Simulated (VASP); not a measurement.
Crystal: Al, a cell listed in the Materials Project, as set up for an electronic-structure calculation.

```yaml
crystal:
  lattice:
    - [2.81246, 0.00000, 0.00000]
    - [-1.40623, 2.43566, 0.00000]
    - [0.00000, 0.00000, 4.86685]
  atoms:
    - { symbol: Al, position: [0.33333, 0.66667, 0.25000] }
    - { symbol: Al, position: [0.66667, 0.33333, 0.75000] }
```

What does its first Brillouin zone look like, and which path through it is standard?

It has a primitive hexagonal lattice (hP; extended symbol hP2). The zone is a hexagonal prism in its combinatorial type: 8 faces (6 with 4 edges, 2 with 6 edges), 18 edges, 12 vertices. Path: Γ–M–K–Γ–A–L–H–A | L–M | H–K.

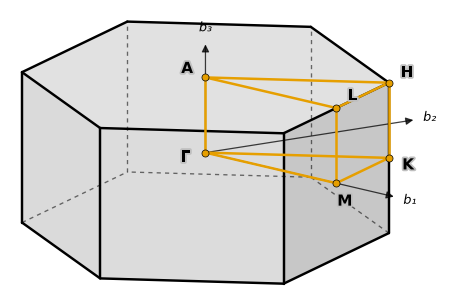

Labels and path follow the convention of Hinuma et al. (2017), as computed by seekpath; the arrows show the directions of the reciprocal primitive vectors b₁, b₂, b₃, in which coordinates are given; lengths include the factor 2π.

| point | k₁ | k₂ | k₃ | length of k (1/Å) |
| --- | --- | --- | --- | --- |
| Γ | 0 | 0 | 0 | 0.000 |
| A | 0 | 0 | 1/2 | 0.646 |
| K | 1/3 | 1/3 | 0 | 1.489 |
| H | 1/3 | 1/3 | 1/2 | 1.623 |
| M | 1/2 | 0 | 0 | 1.290 |
| L | 1/2 | 0 | 1/2 | 1.442 |
